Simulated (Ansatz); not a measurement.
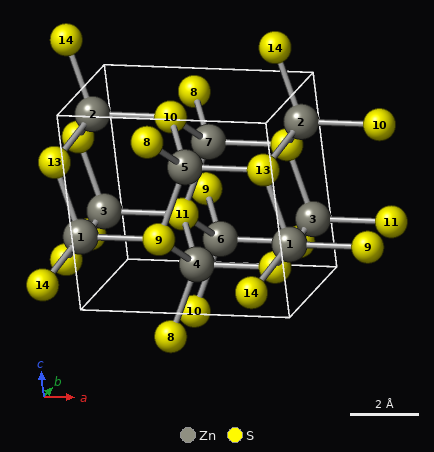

Starting structure of a defect cell of composition Zn7S8. A ball-and-stick model of the cell of the calculation, seen slightly off an axis.

Case: Zn vacancy (site b), charge +0, atoms relaxed at the host's cell.

The calculation used DFT PBE, scalar-relativistic, plane waves, PAW in Ansatz 0.2.0.

The input:
```yaml
crystal:
  lattice:
    - [0.0, 0.0, 6.3046430491]
    - [-3.8440669358, -6.6581192403, 0.0]
    - [7.6881338714, -1.0e-10, 0.0]
  atoms:
    - { symbol: Zn, position: [0.0002666737, 0.1666666667, 0.3333333333] }
    - { symbol: Zn, position: [0.0002666737, 0.6666666667, 0.8333333333] }
    - { symbol: Zn, position: [0.0002666737, 0.6666666667, 0.3333333333] }
    - { symbol: Zn, position: [0.5002666737, 0.3333333333, 0.1666666667] }
    - { symbol: Zn, position: [0.5002666737, 0.3333333333, 0.6666666667] }
    - { symbol: Zn, position: [0.5002666737, 0.8333333333, 0.1666666667] }
    - { symbol: Zn, position: [0.5002666737, 0.8333333333, 0.6666666667] }
    - { symbol: S, position: [0.3747333263, 0.1666666667, 0.8333333333], spin: 0.5 }
    - { symbol: S, position: [0.3747333263, 0.1666666667, 0.3333333333] }
    - { symbol: S, position: [0.3747333263, 0.6666666667, 0.8333333333] }
    - { symbol: S, position: [0.3747333263, 0.6666666667, 0.3333333333] }
    - { symbol: S, position: [0.8747333263, 0.3333333333, 0.1666666667], spin: 0.5 }
    - { symbol: S, position: [0.8747333263, 0.3333333333, 0.6666666667], spin: 0.5 }
    - { symbol: S, position: [0.8747333263, 0.8333333333, 0.1666666667] }
    - { symbol: S, position: [0.8747333263, 0.8333333333, 0.6666666667], spin: 0.5 }
  host:
    lattice:
      - [3.8440669357, 0.0, 0.0]
      - [-1.9220334678, 3.3290596202, 0.0]
      - [0.0, 0.0, 6.3046430491]
    atoms:
      - { symbol: Zn, position: [0.3333333333, 0.6666666667, 0.0002666737] }
      - { symbol: Zn, position: [0.6666666667, 0.3333333333, 0.5002666737] }
      - { symbol: S, position: [0.3333333333, 0.6666666667, 0.3747333263] }
      - { symbol: S, position: [0.6666666667, 0.3333333333, 0.8747333263] }
basis:
  ecutwfc: 420
  xc_grid: 2
kpoints:
  mp_grid: { grid: [2, 2, 2], shift: [0.0, 0.0, 0.0] }
hamiltonian:
  xc: pbe
scf:
  occupations: { method: gaussian, width: 0.01 }
output:
  forces: true
  stress: false
  eigenvalues: true
  populations: true
  charged_corrections:
    defect_position: [0.00026667, 0.16666667, 0.83333333]
    epsilon: [[9.0008, 0.0, 0.0], [0.0, 9.0008, 0.0], [0.0, 0.0, 9.6061]]
  write_density: true
  write_potential: true
  elf: true
  volumetric_format: npy
magnetization:
  spin_polarized: true
relax:
  adjacent_minimum: "off"
  f_tol: 0.025
  max_steps: 45
```

Command:
```bash
ansatz run input.yaml --threads 4 --pin off --max-ram 8192MiB --backend cpu --events-out ev --progress --plain --runs-dir out
```

Predict the outcome.

The largest moves, 0.047 Å, are those of Zn4, Zn5 and Zn7. Zn4 goes along [1 −1 −2]. By element the largest moves are Zn 0.047 Å, S 0.016 Å. The cell stays as it was. Among the contacts that change: Zn4–S8 2.356 → 2.323 Å, Zn4–S12 2.361 → 2.337 Å, Zn1–S12 2.356 → 2.333 Å, Zn1–S14 2.356 → 2.372 Å. Among the angles between lasting bonds that change: S9–Zn5–S10 109.3° → 107.2°, S8–Zn5–S13 109.6° → 111.8°. Over 2 accepted moves (3 points after the start) the energy falls by 35.6 meV per cell of the calculation. The largest force component goes from 0.29 to 0.02 eV/Å. 1 step only repeated the SCF at the same geometry.

Limits of the set-up: the k-point mesh is coarse for a cell with partly filled bands; the periodic images lie only 6.3 Å apart, so the values are limited by the cell's size.
